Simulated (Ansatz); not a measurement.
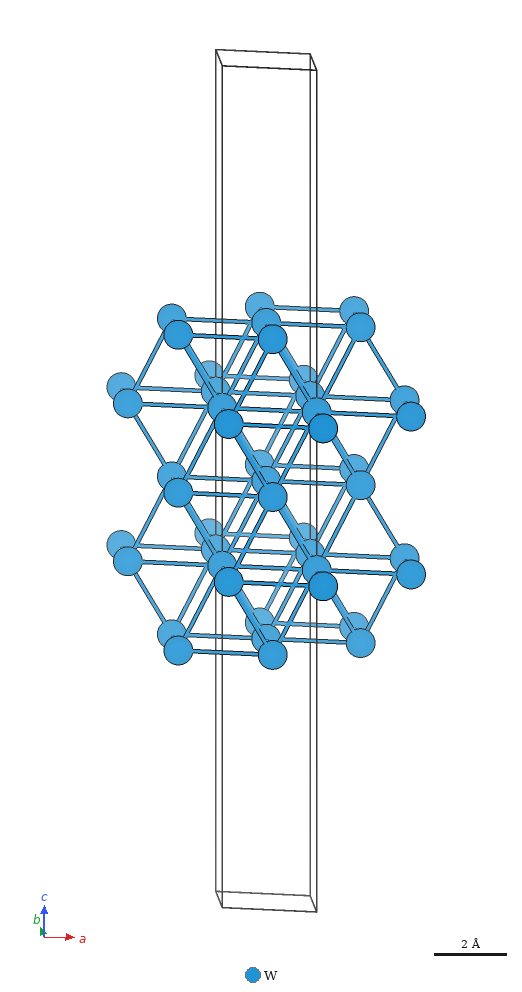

An orthographic ball-and-stick view of the structure, from the side at a slight tilt. The frame is the simulation cell; atoms at its boundary are shown with their periodic copies. Bonded neighbours in the next cells are drawn too.

W, a = 2.76 Å, b = 2.76 Å, c = 24.00 Å, α = 90.00°, β = 90.00°, γ = 109.47°.

Calculation details: Ansatz, DFT PBE, scalar-relativistic, plane waves, PAW; E_cut = 420 eV, Brillouin-zone sampling on a 1×1×1 mesh, Gaussian smearing of 0.1 eV, no spin polarisation.

> Metal or not?

A semiconductor at this level, with a gap of 0.16 eV on the k-mesh (the true edges may lie between mesh points, so the gap can be somewhat smaller).

Origin of the cell: the standard structure of this element; a slab was cut from it. Earlier steps of the study may have refined or changed the cell and positions. It was the input of a calculation with Ansatz.

At this level of theory the cell isn't at rest (forces up to 6.0 eV/Å), so its distances can differ from those at equilibrium, the more so the softer the solid.
